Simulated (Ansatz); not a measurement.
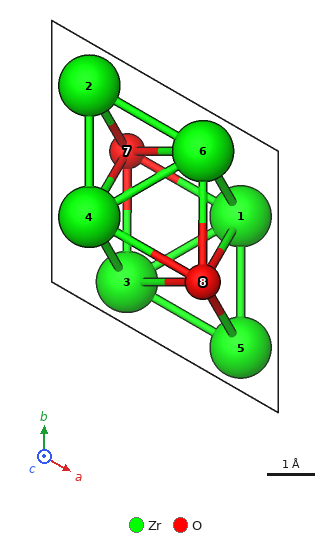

Figure 1. The input geometry (ball-and-stick view of the cell of the calculation, along the c axis; atoms are numbered from 1 in the order of the input). An atom can appear more than once, as a periodic image. Near neighbours in the periodic cell (some may lie outside the picture): Zr has 4 O at 2.82 to 3.06 Å and 8 Zr at 2.81 to 3.05 Å; O has 12 Zr at 2.82 to 3.06 Å.

# Geometry relaxation of Zr$_{3}$O (part 1 of 2)

System: Zr$_{3}$O (P6₃/mmc, 8 atoms in the cell).
Method: DFT r2SCAN, scalar-relativistic, plane waves, PAW, no spin polarisation (Ansatz 0.2.0).

The structure was made by swapping elements on the sites of another compound; it need not be a known phase. It belongs to a series of runs on one base structure; here: Ni3Sn (D0_19) type (P6_3/mmc, No. 194). Figures and captions count atoms from 1; the log counts them from 0 in places.

What the program printed:
```
Engine: ansatz 0.2.0, aarch64-unknown-linux-gnu
Pseudopotentials: kind: paw
Pseudopotential: Zr, paw, valence charge 12, recommended cutoff 500 eV (meta_gga), Zr.paw.azcp
Pseudopotential: O, paw, valence charge 6, recommended cutoff 500 eV (meta_gga), O.paw.azcp
Functional definition: r2SCAN
  parameter k0 = 0.174
  parameter k1 = 0.065
  parameter a1 = 4.9479
  exchange = r2scan_x(k0 = k0, k1 = k1, a1 = a1)
  correlation = r2scan_c
Crystal: 8 atoms, lattice volume = 142.494 Å³
Basis set: ecut = 500 eV, 3589 PW (Γ), exchange–correlation on 180×180×160 points (64 copies of the dense FFT grid, shifted against one another)
Bands: 51, of which v1, the nominal top of the filled ones, is band 42 counted from 1 (41 counted from 0)
Symmetry: 24 space group operations
Space group: P63/mmc (ITA 194), of the structure as read, at distance tolerance 5.2e-5 Å
k-points: 95 of 1152
Non-local potential: Zr, projectors of the file, l = 0: 3, l = 1: 2, l = 2: 2, l = 3: 2
Non-local potential: O, projectors of the file, l = 0: 2, l = 1: 2, l = 2: 1
PAW form: soft (Blöchl's): semilocal exchange-correlation on the pseudo side does not see the compensation charge
PAW frozen core: Zr, regenerated for the run's functional (the file was generated under x = pbe(κ = 0.804, μ = 0.2195149727645171), c = pbe(β = 0.06672455060314922))
PAW frozen core: O, regenerated for the run's functional (the file was generated under x = pbe(κ = 0.804, μ = 0.2195149727645171), c = pbe(β = 0.06672455060314922))
PAW one-centre angular grid: Zr, 590 points (default); XC on 160 Gauss nodes
PAW one-centre angular grid: O, 302 points (default); XC on 160 Gauss nodes
Initial density: superposition of atomic densities (neutral atoms: chi_scale 0, normalization atom), corrected by the library's trained network
Initial wavefunctions: pseudopotential atomic-orbital guess
Functional: x = r2scan, c = r2scan; τ floored in thin density (d = 2e-4 eV/Å³)
SCF iter   1: F=—  HF=-26300.551637 eV  |F-HF|=—  |Δ(HF+E_count)|=         —  Δρ=1.32e-2  dr2=3.89e-1  dr2_τ=1.31e-1  ethr=1.77e-3  ⟨swp⟩=6.0  Hψ=18593  notcnv=0  defer=1
preconditioner: auto → Kerker (q_TF=auto, 2.498 Å⁻¹)  [metal: Δε(μ)=0.007 eV  Ē_g=4.048 eV  σ=0.100 eV  W_gap=0.04  n_scr=28 (ndim 8)  ℏωp=17.6 eV  f_vac=0.000  D(μ)=9.27/eV (n_scr^D=94)]
SCF iter   2: F=—  HF=-26300.828957 eV  |F-HF|=—  |Δ(HF+E_count)|=   2.77e-1  Δρ=8.05e-3  dr2=6.18e-2  dr2_τ=1.27e-2  ethr=4.63e-4  ⟨swp⟩=2.0  Hψ=7986  notcnv=0  defer=184
SCF iter   3: F=—  HF=-26300.841168 eV  |F-HF|=—  |Δ(HF+E_count)|=   1.22e-2  Δρ=3.89e-3  dr2=2.31e-2  dr2_τ=9.64e-4  ethr=7.36e-5  ⟨swp⟩=2.2  Hψ=7626  notcnv=0  defer=184
SCF iter   4: F=—  HF=-26300.845501 eV  |F-HF|=—  |Δ(HF+E_count)|=   4.33e-3  Δρ=1.22e-3  dr2=1.95e-3  dr2_τ=2.11e-4  ethr=2.75e-5  ⟨swp⟩=2.0  Hψ=6211  notcnv=0  defer=184
SCF iter   5: F=—  HF=-26300.845945 eV  |F-HF|=—  |Δ(HF+E_count)|=   4.45e-4  Δρ=4.46e-4  dr2=3.63e-4  dr2_τ=1.81e-5  ethr=2.32e-6  ⟨swp⟩=2.0  Hψ=6326  notcnv=0  defer=184
SCF iter   6: F=—  HF=-26300.846016 eV  |F-HF|=—  |Δ(HF+E_count)|=   7.08e-5  Δρ=1.07e-4  dr2=3.06e-5  dr2_τ=4.30e-7  ethr=4.32e-7  ⟨swp⟩=2.0  Hψ=6389  notcnv=0  defer=184
SCF iter   7: F=—  HF=-26300.846071 eV  |F-HF|=—  |Δ(HF+E_count)|=   5.54e-5  Δρ=5.57e-5  dr2=5.24e-6  dr2_τ=2.47e-7  ethr=3.65e-8  ⟨swp⟩=2.0  Hψ=6369  notcnv=0  defer=184
SCF iter   8: F=—  HF=-26300.846072 eV  |F-HF|=—  |Δ(HF+E_count)|=   5.10e-7  Δρ=1.41e-5  dr2=3.48e-7  dr2_τ=1.40e-8  ethr=6.24e-9  ⟨swp⟩=2.0  Hψ=6398  notcnv=0  defer=184
SCF iter   9: F=-26300.846072 eV  HF=-26300.846072 eV  |F-HF|=9.70e-9  |Δ(HF+E_count)|=   2.56e-8  Δρ=3.57e-6  dr2=2.02e-8  dr2_τ=1.10e-9  ethr=1.19e-10  ⟨swp⟩=11.0  Hψ=17950  notcnv=0
SCF 1 converged in 9 iterations: F = -26300.846072 eV  dr2 = 2.02e-8
  greatest PAW one-centre occupation: 0.990 electrons in one spin orbital (limit 2), on the Zr atom at site 3 (counted from 0), in its partial waves of l = 0
relax step   1: F+E_penalty+E_count = -26300.84607197 eV  Δ(F+E_penalty+E_count) = +0.000e0 eV  max|allowed force component| = 8.453e-3 eV/Å  Δτ_max = 0.0000 Å  P = +0.332 GPa  Ω = 142.494 Å³  (9 SCF iters, dr2 threshold 1.00e-7 eV, accepted)
Crystal: 8 atoms, lattice volume = 143.663 Å³
Basis set: ecut = 500 eV, 3661 PW (Γ), exchange–correlation on 180×180×160 points (64 copies of the dense FFT grid, shifted against one another)
Initial density: handed on by an earlier stage of this run
Initial wavefunctions: those handed on with the density
iter 1 solved again at ethr=1.68e-5 eV; its pass at ethr=3.10e-3 eV (dr2=1.41e-2 eV) is discarded
SCF iter   1: F=—  HF=-26300.838803 eV  |F-HF|=—  |Δ(HF+E_count)|=         —  Δρ=2.46e-3  dr2=1.43e-2  dr2_τ=6.48e-3  ethr=1.68e-5  ⟨swp⟩=2.4  Hψ=20174  notcnv=0
preconditioner: auto → Kerker (q_TF=auto, 2.495 Å⁻¹)  [metal: Δε(μ)=0.017 eV  Ē_g=3.924 eV  σ=0.100 eV  W_gap=0.09  n_scr=28 (ndim 8)  ℏωp=17.5 eV  f_vac=0.000  D(μ)=8.81/eV (n_scr^D=82)]
SCF iter   2: F=—  HF=-26300.846265 eV  |F-HF|=—  |Δ(HF+E_count)|=   7.46e-3  Δρ=1.52e-3  dr2=2.38e-3  dr2_τ=8.20e-4  ethr=1.68e-5  ⟨swp⟩=2.0  Hψ=6485  notcnv=0
SCF iter   3: F=—  HF=-26300.845968 eV  |F-HF|=—  |Δ(HF+E_count)|=   2.97e-4  Δρ=5.14e-4  dr2=7.76e-4  dr2_τ=1.60e-5  ethr=2.84e-6  ⟨swp⟩=2.0  Hψ=5814  notcnv=0
SCF iter   4: F=—  HF=-26300.845845 eV  |F-HF|=—  |Δ(HF+E_count)|=   1.23e-4  Δρ=1.57e-4  dr2=8.12e-5  dr2_τ=2.70e-6  ethr=9.24e-7  ⟨swp⟩=2.0  Hψ=6101  notcnv=0
SCF iter   5: F=—  HF=-26300.845888 eV  |F-HF|=—  |Δ(HF+E_count)|=   4.29e-5  Δρ=4.63e-5  dr2=2.62e-6  dr2_τ=1.88e-7  ethr=9.66e-8  ⟨swp⟩=2.0  Hψ=6282  notcnv=0
SCF iter   6: F=-26300.845890 eV  HF=-26300.845890 eV  |F-HF|=9.82e-8  |Δ(HF+E_count)|=   2.36e-6  Δρ=9.59e-6  dr2=1.11e-7  dr2_τ=4.69e-9  ethr=7.42e-10  ⟨swp⟩=6.4  Hψ=20878  notcnv=0
SCF 2 converged in 6 iterations: F = -26300.845890 eV  dr2 = 1.11e-7
  greatest PAW one-centre occupation: 0.990 electrons in one spin orbital (limit 2), on the Zr atom at site 5 (counted from 0), in its partial waves of l = 0
relax step   2: F+E_penalty+E_count = -26300.84589031 eV  Δ(F+E_penalty+E_count) = +1.817e-4 eV  max|allowed force component| = 3.430e-2 eV/Å  Δτ_max = 0.0017 Å  P = -0.354 GPa  Ω = 143.663 Å³  energy of the carried Pulay correction = -5.040e-4 eV  (6 SCF iters, dr2 threshold 6.23e-7 eV, accepted)
Crystal: 8 atoms, lattice volume = 142.996 Å³
Basis set: ecut = 500 eV, 3637 PW (Γ), exchange–correlation on 180×180×160 points (64 copies of the dense FFT grid, shifted against one another)
iter 1 solved again at ethr=4.87e-6 eV; its pass at ethr=3.10e-3 eV (dr2=4.09e-3 eV) is discarded
SCF iter   1: F=—  HF=-26300.844798 eV  |F-HF|=—  |Δ(HF+E_count)|=         —  Δρ=1.35e-3  dr2=4.05e-3  dr2_τ=2.11e-3  ethr=4.87e-6  ⟨swp⟩=1.0  Hψ=16584  notcnv=0
preconditioner: auto → Kerker (q_TF=auto, 2.497 Å⁻¹)  [metal: Δε(μ)=0.009 eV  Ē_g=3.925 eV  σ=0.100 eV  W_gap=0.05  n_scr=28 (ndim 8)  ℏωp=17.6 eV  f_vac=0.000  D(μ)=8.75/eV (n_scr^D=82)]
SCF iter   2: F=—  HF=-26300.847179 eV  |F-HF|=—  |Δ(HF+E_count)|=   2.38e-3  Δρ=8.39e-4  dr2=6.67e-4  dr2_τ=2.58e-4  ethr=4.83e-6  ⟨swp⟩=2.0  Hψ=6459  notcnv=0
SCF iter   3: F=—  HF=-26300.847089 eV  |F-HF|=—  |Δ(HF+E_count)|=   9.07e-5  Δρ=2.75e-4  dr2=1.78e-4  dr2_τ=3.89e-6  ethr=7.94e-7  ⟨swp⟩=2.0  Hψ=5849  notcnv=0
SCF iter   4: F=—  HF=-26300.847104 eV  |F-HF|=—  |Δ(HF+E_count)|=   1.50e-5  Δρ=7.77e-5  dr2=1.48e-5  dr2_τ=8.37e-7  ethr=2.12e-7  ⟨swp⟩=2.0  Hψ=6569  notcnv=0
SCF iter   5: F=—  HF=-26300.847105 eV  |F-HF|=—  |Δ(HF+E_count)|=   9.64e-7  Δρ=2.39e-5  dr2=5.42e-7  dr2_τ=6.41e-8  ethr=1.76e-8  ⟨swp⟩=2.0  Hψ=6100  notcnv=0
SCF iter   6: F=-26300.847105 eV  HF=-26300.847105 eV  |F-HF|=1.91e-8  |Δ(HF+E_count)|=   6.84e-7  Δρ=4.31e-6  dr2=2.48e-8  dr2_τ=1.09e-9  ethr=4.65e-10  ⟨swp⟩=5.7  Hψ=16922  notcnv=0
SCF 3 converged in 6 iterations: F = -26300.847105 eV  dr2 = 2.48e-8
relax step   3: F+E_penalty+E_count = -26300.84710527 eV  Δ(F+E_penalty+E_count) = -1.215e-3 eV  max|allowed force component| = 1.001e-2 eV/Å  Δτ_max = 0.0015 Å  P = +0.014 GPa  Ω = 142.996 Å³  energy of the carried Pulay correction = -2.101e-4 eV  (6 SCF iters, dr2 threshold 3.91e-7 eV, accepted)
Crystal: 8 atoms, lattice volume = 143.045 Å³
iter 1 solved again at ethr=4.45e-7 eV; its pass at ethr=3.10e-3 eV (dr2=3.74e-4 eV) is discarded
SCF iter   1: F=—  HF=-26300.846933 eV  |F-HF|=—  |Δ(HF+E_count)|=         —  Δρ=2.87e-4  dr2=3.53e-4  dr2_τ=2.79e-4  ethr=4.45e-7  ⟨swp⟩=1.0  Hψ=16482  notcnv=0
preconditioner: auto → Kerker (q_TF=auto, 2.497 Å⁻¹)  [metal: Δε(μ)=0.006 eV  Ē_g=3.930 eV  σ=0.100 eV  W_gap=0.03  n_scr=28 (ndim 8)  ℏωp=17.6 eV  f_vac=0.000  D(μ)=8.78/eV (n_scr^D=82)]
SCF iter   2: F=—  HF=-26300.847045 eV  |F-HF|=—  |Δ(HF+E_count)|=   1.12e-4  Δρ=1.31e-4  dr2=7.46e-5  dr2_τ=2.91e-6  ethr=4.20e-7  ⟨swp⟩=2.0  Hψ=5750  notcnv=0
SCF iter   3: F=—  HF=-26300.847036 eV  |F-HF|=—  |Δ(HF+E_count)|=   9.12e-6  Δρ=1.00e-4  dr2=2.69e-5  dr2_τ=2.46e-6  ethr=8.88e-8  ⟨swp⟩=2.0  Hψ=6316  notcnv=0
SCF iter   4: F=—  HF=-26300.847027 eV  |F-HF|=—  |Δ(HF+E_count)|=   8.78e-6  Δρ=2.29e-5  dr2=2.44e-6  dr2_τ=4.43e-8  ethr=3.20e-8  ⟨swp⟩=2.0  Hψ=5989  notcnv=0
SCF iter   5: F=—  HF=-26300.847079 eV  |F-HF|=—  |Δ(HF+E_count)|=   5.12e-5  Δρ=1.21e-5  dr2=2.78e-7  dr2_τ=1.13e-8  ethr=2.91e-9  ⟨swp⟩=2.0  Hψ=6407  notcnv=0
SCF iter   6: F=—  HF=-26300.847079 eV  |F-HF|=—  |Δ(HF+E_count)|=   4.65e-9  Δρ=4.60e-6  dr2=5.46e-8  dr2_τ=7.94e-10  ethr=3.31e-10  ⟨swp⟩=2.3  Hψ=6434  notcnv=0
SCF iter   7: F=—  HF=-26300.847079 eV  |F-HF|=—  |Δ(HF+E_count)|=   1.18e-9  Δρ=1.72e-6  dr2=7.11e-9  dr2_τ=1.46e-10  ethr=6.50e-11  ⟨swp⟩=2.0  Hψ=5642  notcnv=0
SCF iter   8: F=-26300.847079 eV  HF=-26300.847079 eV  |F-HF|=3.49e-10  |Δ(HF+E_count)|=  7.28e-12  Δρ=5.93e-7  dr2=8.45e-10  dr2_τ=1.46e-11  ethr=7.46e-12  ⟨swp⟩=4.0  Hψ=13974  notcnv=0
SCF 4 converged in 8 iterations: F = -26300.847079 eV  dr2 = 8.45e-10
relax step   4: F+E_penalty+E_count = -26300.84707865 eV  Δ(F+E_penalty+E_count) = +2.663e-5 eV  max|allowed force component| = 1.073e-2 eV/Å  Δτ_max = 0.0009 Å  P = -0.027 GPa  Ω = 143.045 Å³  energy of the carried Pulay correction = -2.319e-4 eV  (8 SCF iters, dr2 threshold 6.27e-9 eV, rejected (line search))
Crystal: 8 atoms, lattice volume = 143.007 Å³
iter 1 solved again at ethr=1.46e-7 eV; its pass at ethr=3.10e-3 eV (dr2=1.23e-4 eV) is discarded
SCF iter   1: F=—  HF=-26300.847037 eV  |F-HF|=—  |Δ(HF+E_count)|=         —  Δρ=1.65e-4  dr2=1.17e-4  dr2_τ=7.71e-5  ethr=1.46e-7  ⟨swp⟩=1.0  Hψ=16474  notcnv=0
preconditioner: auto → Kerker (q_TF=auto, 2.497 Å⁻¹)  [metal: Δε(μ)=0.009 eV  Ē_g=3.931 eV  σ=0.100 eV  W_gap=0.05  n_scr=28 (ndim 8)  ℏωp=17.6 eV  f_vac=0.000  D(μ)=8.76/eV (n_scr^D=82)]
SCF iter   2: F=—  HF=-26300.847059 eV  |F-HF|=—  |Δ(HF+E_count)|=   2.26e-5  Δρ=7.87e-5  dr2=2.46e-5  dr2_τ=1.26e-6  ethr=1.39e-7  ⟨swp⟩=2.1  Hψ=6106  notcnv=0
SCF iter   3: F=—  HF=-26300.847072 eV  |F-HF|=—  |Δ(HF+E_count)|=   1.29e-5  Δρ=5.98e-5  dr2=1.04e-5  dr2_τ=9.71e-7  ethr=2.93e-8  ⟨swp⟩=2.0  Hψ=6473  notcnv=0
SCF iter   4: F=—  HF=-26300.847057 eV  |F-HF|=—  |Δ(HF+E_count)|=   1.56e-5  Δρ=1.23e-5  dr2=7.01e-7  dr2_τ=1.26e-8  ethr=1.23e-8  ⟨swp⟩=2.0  Hψ=6138  notcnv=0
SCF iter   5: F=—  HF=-26300.847114 eV  |F-HF|=—  |Δ(HF+E_count)|=   5.77e-5  Δρ=7.04e-6  dr2=1.08e-7  dr2_τ=3.83e-9  ethr=8.34e-10  ⟨swp⟩=2.0  Hψ=6417  notcnv=0
SCF iter   6: F=—  HF=-26300.847114 eV  |F-HF|=—  |Δ(HF+E_count)|=   1.31e-9  Δρ=2.94e-6  dr2=2.24e-8  dr2_τ=3.29e-10  ethr=1.28e-10  ⟨swp⟩=2.2  Hψ=6290  notcnv=0
SCF iter   7: F=—  HF=-26300.847114 eV  |F-HF|=—  |Δ(HF+E_count)|=  6.98e-10  Δρ=1.09e-6  dr2=2.83e-9  dr2_τ=5.54e-11  ethr=2.66e-11  ⟨swp⟩=2.0  Hψ=5654  notcnv=0
SCF iter   8: F=—  HF=-26300.847114 eV  |F-HF|=—  |Δ(HF+E_count)|=  7.28e-12  Δρ=3.68e-7  dr2=3.20e-10  dr2_τ=5.72e-12  ethr=3.37e-12  ⟨swp⟩=2.0  Hψ=5751  notcnv=0
SCF iter   9: F=-26300.847114 eV  HF=-26300.847114 eV  |F-HF|=1.46e-11  |Δ(HF+E_count)|=  7.28e-12  Δρ=1.20e-7  dr2=3.53e-11  dr2_τ=5.72e-13  ethr=1.00e-12  ⟨swp⟩=4.0  Hψ=16799  notcnv=0
SCF 5 converged in 9 iterations: F = -26300.847114 eV  dr2 = 3.53e-11
relax step   5: F+E_penalty+E_count = -26300.84711433 eV  Δ(F+E_penalty+E_count) = -9.057e-6 eV  max|allowed force component| = 4.824e-4 eV/Å  Δτ_max = 0.0004 Å  P = +0.001 GPa  Ω = 143.007 Å³  energy of the carried Pulay correction = -2.147e-4 eV  (9 SCF iters, accepted)
Initial wavefunctions: pseudopotential atomic-orbital guess (no wavefunctions were taken with the density)
iter 1 solved again at ethr=1.52e-7 eV; its pass at ethr=3.10e-3 eV (dr2=1.28e-4 eV) is discarded
SCF iter   1: F=—  HF=-26300.847262 eV  |F-HF|=—  |Δ(HF+E_count)|=         —  Δρ=2.92e-5  dr2=4.41e-8  dr2_τ=2.67e-7  ethr=1.52e-7  ⟨swp⟩=3.2  Hψ=31984  notcnv=0
eigensolver tolerance schedule: the retry pair's looser diagonalisation over-reported the residual by 2903.03 of it (diagonalisation noise at 0.17 of the residual, at the tolerance the schedule requests for it); recorded, not acted on — ethr = c·dr2/N_el stays at c = 1.0e-1
preconditioner: auto → Kerker (q_TF=auto, 2.497 Å⁻¹)  [metal: Δε(μ)=0.009 eV  Ē_g=3.931 eV  σ=0.100 eV  W_gap=0.05  n_scr=28 (ndim 8)  ℏωp=17.6 eV  f_vac=0.000  D(μ)=8.77/eV (n_scr^D=82)]
SCF iter   2: F=—  HF=-26300.847324 eV  |F-HF|=—  |Δ(HF+E_count)|=   6.27e-5  Δρ=1.50e-5  dr2=1.22e-8  dr2_τ=9.35e-8  ethr=5.25e-11  ⟨swp⟩=2.6  Hψ=9162  notcnv=0
SCF iter   3: F=—  HF=-26300.847326 eV  |F-HF|=—  |Δ(HF+E_count)|=   2.08e-6  Δρ=4.94e-7  dr2=2.74e-10  dr2_τ=7.38e-11  ethr=1.45e-11  ⟨swp⟩=2.0  Hψ=8369  notcnv=0
SCF iter   4: F=—  HF=-26300.847326 eV  |F-HF|=—  |Δ(HF+E_count)|=  3.71e-10  Δρ=4.07e-7  dr2=1.95e-10  dr2_τ=3.01e-11  ethr=1.00e-12  ⟨swp⟩=7.0  Hψ=19512  notcnv=0
SCF iter   5: F=-26300.847326 eV  HF=-26300.847326 eV  |F-HF|=1.09e-11  |Δ(HF+E_count)|=  3.64e-12  Δρ=9.67e-8  dr2=1.62e-11  dr2_τ=1.20e-12  ethr=1.00e-12  ⟨swp⟩=3.0  Hψ=15700  notcnv=0
SCF 6 converged in 5 iterations: F = -26300.847326 eV  dr2 = 1.62e-11
relax step   6: F+E_penalty+E_count = -26300.84732643 eV  Δ(F+E_penalty+E_count) = -2.121e-4 eV  max|allowed force component| = 4.840e-4 eV/Å  Δτ_max = 0.0000 Å  P = +0.001 GPa  Ω = 143.007 Å³  stress off target by 2.64e-3 GPa  SCF on the basis re-selected at this cell (its energy is not comparable with the rows above)  (5 SCF iters)
```

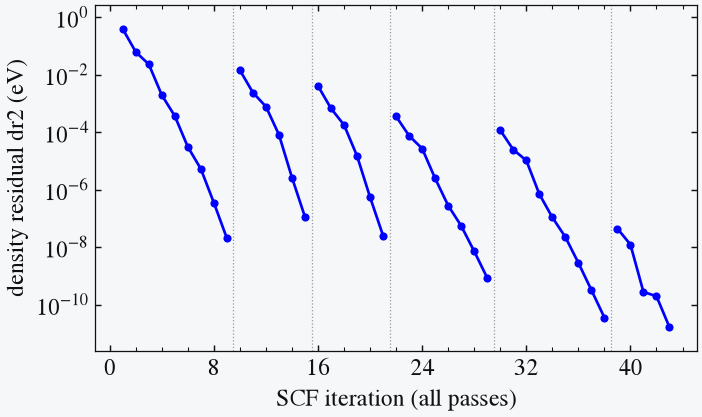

Figure 2. Convergence of the self-consistent field: density residual dr2 against the SCF iteration. The dotted lines part the SCF passes of the relaxation: geometry steps, rejected trials and re-solves on a re-selected basis. The 6 passes take 5 to 9 iterations each, 43 in all.
